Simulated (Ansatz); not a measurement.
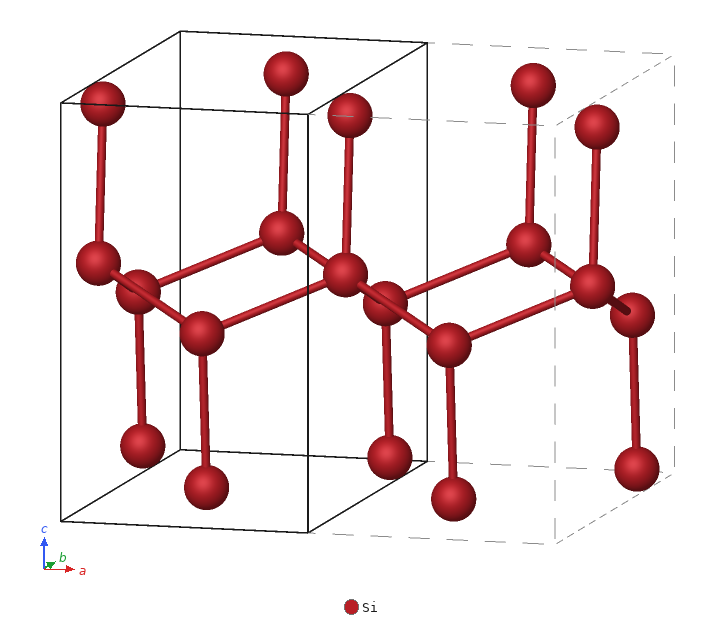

A ball-and-stick rendering, viewed slightly off an axis. Solid lines give the conventional unit cell, repeated here 2×1×1 times.

State composition, symmetry and coordination.

The element is silicon. It belongs to space group Cmc2_1 (No. 36) and has a base-centred orthorhombic lattice. The cell holds eight atoms. Each Si has four Si in a tetrahedral arrangement. The bonds build a three-dimensional framework.

The structure comes from a structure listed in the Materials Project. The cell was then strained or its atoms displaced on purpose. Ansatz was used for an electronic-structure calculation on it.
